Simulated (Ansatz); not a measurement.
**Zn2Ga2O5 (interface cell): density, localisation and related maps**

The calculation's input:

```
crystal:
  lattice:
    - [3.0157754866, 0.0, 0.0]
    - [0.0, 5.7510320013, 0.0]
    - [0.0, 0.0, 21.8532556828]
  atoms:
    - { symbol: O, position: [0.5, 0.7260822559, 0.0228798861] }
    - { symbol: O, position: [0.5, 0.2769291592, 0.0268648216] }
    - { symbol: Ga, position: [0.0, 0.4853065035, 0.0305374014] }
    - { symbol: Ga, position: [0.5, 1.0002391156, 0.0673187018] }
    - { symbol: O, position: [0.0, 0.9930560828, 0.1143133112] }
    - { symbol: O, position: [0.0, 0.5082308841, 0.1181673001] }
    - { symbol: Ga, position: [-0.5, 0.5010478513, 0.1651619096] }
    - { symbol: Ga, position: [0.0, 1.0159804634, 0.2019432099] }
    - { symbol: O, position: [-0.5, 1.2243578076, 0.2056157897] }
    - { symbol: O, position: [-0.5, 0.775204711, 0.2096007252] }
    - { symbol: O, position: [0.0, 0.9767257393, 0.2925804477] }
    - { symbol: O, position: [0.0, 0.5275726427, 0.2965653833] }
    - { symbol: Ga, position: [-0.5, 0.7359499869, 0.300237963] }
    - { symbol: Ga, position: [0.0, 1.250882599, 0.3370192634] }
    - { symbol: O, position: [-0.5, 1.2436995662, 0.3840138728] }
    - { symbol: O, position: [-0.5, 0.7588743675, 0.3878678618] }
    - { symbol: Ga, position: [-1.0, 0.7516913347, 0.4348624712] }
    - { symbol: Ga, position: [-0.5, 1.2666239468, 0.4716437716] }
    - { symbol: O, position: [-1.0, 1.475001291, 0.4753163513] }
    - { symbol: O, position: [-1.0, 1.0258481944, 0.4793012869] }
    - { symbol: O, position: [-1.0, 1.0258481944, 0.556177704] }
    - { symbol: O, position: [-1.5, 1.5258481944, 0.556177704] }
    - { symbol: Zn, position: [-1.5, 1.2078220616, 0.5854896448] }
    - { symbol: Zn, position: [-1.0, 1.7078220616, 0.5854896448] }
    - { symbol: O, position: [-1.5, 1.2111160726, 0.6745185879] }
    - { symbol: O, position: [-1.0, 1.7111160726, 0.6745185879] }
    - { symbol: Zn, position: [-1.0, 1.0291422054, 0.7038305286] }
    - { symbol: Zn, position: [-1.5, 1.5291422054, 0.7038305286] }
    - { symbol: O, position: [-1.0, 1.0258481944, 0.7928594717] }
    - { symbol: O, position: [-1.5, 1.5258481944, 0.7928594717] }
    - { symbol: Zn, position: [-1.5, 1.2078220616, 0.8221714124] }
    - { symbol: Zn, position: [-1.0, 1.7078220616, 0.8221714124] }
    - { symbol: O, position: [-1.5, 1.2111160726, 0.9112003555] }
    - { symbol: O, position: [-1.0, 1.7111160726, 0.9112003555] }
    - { symbol: Zn, position: [-1.0, 1.0291422054, 0.9405122963] }
    - { symbol: Zn, position: [-1.5, 1.5291422054, 0.9405122963] }
basis:
  ecutwfc: 420
kpoints:
  mp_grid: { grid: [9, 5, 1] }
hamiltonian:
  xc: lda
scf:
  occupations: { method: gaussian, width: 0.05 }
output:
  forces: true
  stress: true
  eigenvalues: true
  populations: true
  write_density: true
  write_potential: true
  elf: true
  volumetric_format: npy
relax:
  adjacent_minimum: "off"
  f_tol: 0.02
  max_steps: 70
  cell: { fix: [a, b, gamma, alpha, beta], stress_tol: 0.15 }
```

Launched as:

```sh
ansatz run input.yaml --threads 8 --pin off --max-ram 20480MiB --backend cpu --events-out ev --progress --plain --runs-dir out
```

The fields are those of the relaxed geometry.

All numbers below come from DFT LDA, scalar-relativistic, plane waves, PAW in Ansatz.

In a PAW calculation such maps are meaningful between the atoms, not at the nuclei.

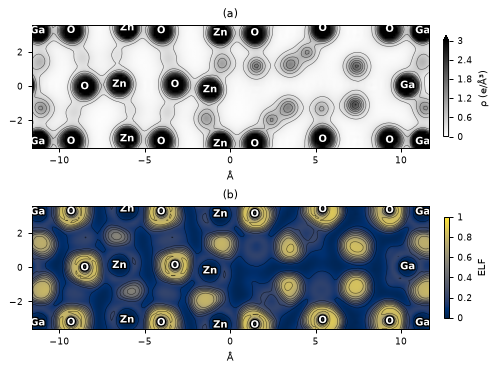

Figure 1. (a) valence charge density (pseudo); (b) ELF on the (110) plane of the calculation cell.

Q: Describe what can be read from this map.

A: The section cuts through O, Ga and Zn sites. Atoms just off the plane (O, 0.6 Å away, Ga, 0.6 Å away and Zn, 0.9 Å away) can leave unmarked features too. Ga–O (1.92 Å): the density is about 0.74 e/Å³ at the midpoint; the ELF peaks at about 0.85 in the valence shell of O, 0.6 Å from its nucleus, and is about 0.35 at the midpoint. Ga–O (1.96 Å): ρ is about 0.65 e/Å³ halfway; the ELF peaks at about 0.85 in the valence shell of O, 0.6 Å from its nucleus, and is about 0.35 at the midpoint. Between the atoms the lowest density in this plane is 0.01 e/Å³.

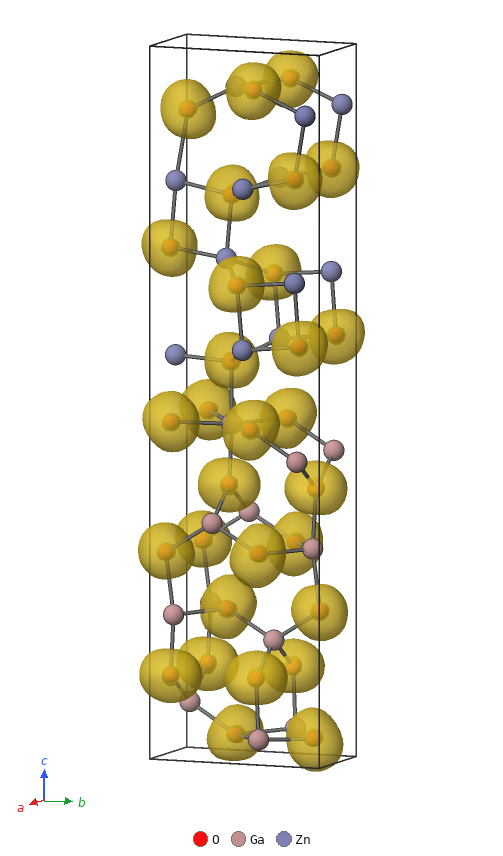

Figure 2. Isosurface of the ELF at 0.6 (yellow), seen slightly off an axis. Only the valence region is drawn (cores and ρ < 0.01 e/Å³ removed). Sticks mark near contacts.

Q: Identify the bonds, lone pairs and shells in this picture.

A: The ELF exceeds this value in 20 regions wrapped around O (the valence shell of each), counted in one cell of 36 atoms. Regions shared between cells count once. Along the contacts the grid gives the following. Zn–O (1.81 Å): the ELF peaks at about 0.80 in the valence shell of O, 0.6 Å from its nucleus, and is about 0.35 at the midpoint. Ga–O (1.82 Å): the ELF peaks at about 0.80 in the valence shell of O, 0.6 Å from its nucleus, and is about 0.40 at the midpoint.

Q: Does the calculation make it a metal, or give it a gap?

A: It is gapped, with a Kohn–Sham gap of 0.77 eV on the k-point mesh (the band edges may lie off the mesh, which would make the gap smaller).
